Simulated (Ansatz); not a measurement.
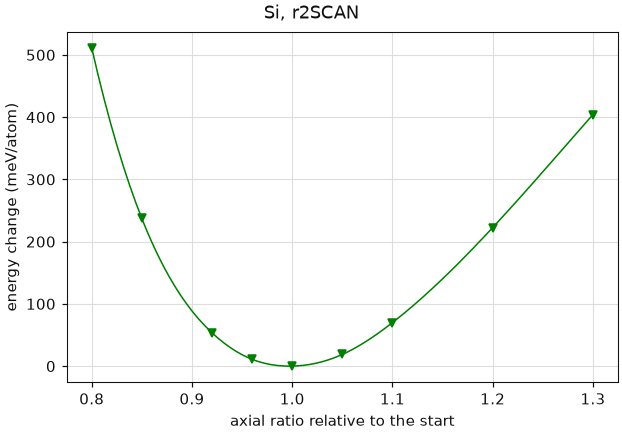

Plotted: energy change against relative axial ratio for Si, space group P6/mmm (No. 191).

Structure:
```
CELL_PARAMETERS angstrom
2.62054 0.00000 0.00000
-1.31027 2.26946 0.00000
0.00000 0.00000 2.46635
ATOMIC_POSITIONS crystal
Si 0.00000 0.00000 0.00000
```

How it was computed, with Ansatz 0.2.0: deformation of a crystal at fixed volume, lengths along the axis scaled against those across it, fractional coordinates fixed, by plane-wave density functional theory with PAW datasets, free energies less that of the undisturbed cell; scalar-relativistic. Level: r2SCAN, no spin polarisation.

- wave cutoff: 500 eV
- k mesh: 24×24×22
- occupations: Gaussian
- smearing width: 0.15 eV
- k shift: (0, 0, 0) (mesh steps)
- start: as given
- path: axial
- axis direction: (0, 0, 1) (Cartesian unit vector)

Where is the energy change lowest, and are there other minima?

Answer. The lowest computed point is at relative axial ratio 1.00 (0 meV/atom), in a single well.

Limits of the calculation: reference crystal is not relaxed; shape and atomic fractions are frozen while scaling, which makes layered, chain and framework solids too stiff.
